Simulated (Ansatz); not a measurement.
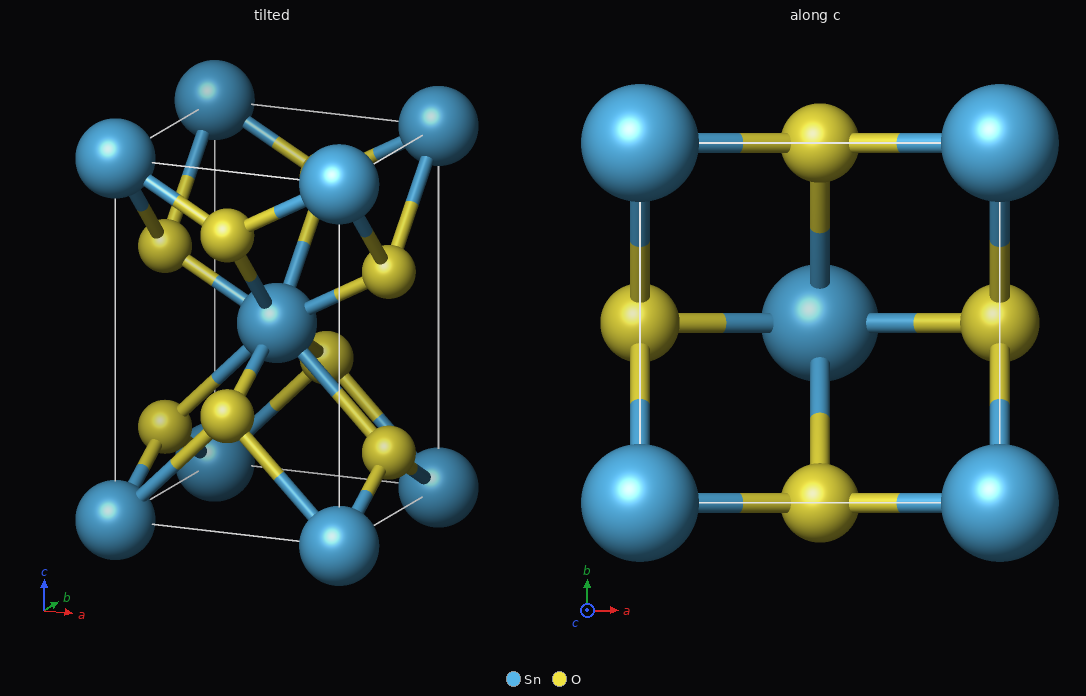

Crystal structure, ball-and-stick style, seen slightly off an axis and along the c axis. The frame is the conventional unit cell; atoms at its boundary are shown with their periodic copies.

SnO$_{2}$, space group P4_2/nmc (No. 137), a = 3.549 Å, b = 3.549 Å, c = 5.429 Å, α = 90.00°, β = 90.00°, γ = 90.00°. The structure was taken from a structure type filled with these elements by a generator (whether the compound takes this form wasn't checked). Earlier steps of the study may have refined or changed the cell and positions. It was run through Ansatz as a DFT input.

This one geometry was computed with Ansatz (DFT, plane waves, PAW) at five levels of theory: PBE with spin-orbit coupling, HSE06, r2SCAN, PBE and PBE0. It was relaxed beforehand with r2SCAN.

Which level gives the highest pressure at this volume, and what does that say about its equilibrium volume?

Answer. Highest: PBE with spin-orbit coupling (8.2 GPa) and PBE (8.3 GPa), which points to the largest equilibrium volume. Lowest, with the smallest volume: HSE06 (-2.1 GPa) and PBE0 (-2.2 GPa). Levels within 0.5 GPa of each other can't be told apart.

How does the band gap change with the level of theory?

Answer. PBE: a gap of 1.13 eV, indirect; PBE with spin-orbit coupling: a gap of 1.13 eV, indirect; r2SCAN: a gap of 1.70 eV, indirect; HSE06: a gap of 2.62 eV, indirect; PBE0: a gap of 3.32 eV, indirect.

Collect the results in a table.

Answer.
| level | cutoff (eV) | k-mesh of the run's cell | gap (eV) | pressure (GPa) |
| --- | --- | --- | --- | --- |
| PBE with spin-orbit coupling | 420 | 8×8×6 | 1.13 | 8.2 |
| HSE06 | 420 | 4×4×4 | 2.62 | -2.1 |
| r2SCAN | 500 | 8×8×6 | 1.70 | 0.0 |
| PBE | 420 | 8×8×6 | 1.13 | 8.3 |
| PBE0 | 420 | 4×4×4 | 3.32 | -2.2 |

Gaps are taken on the k-mesh or band path of each run.
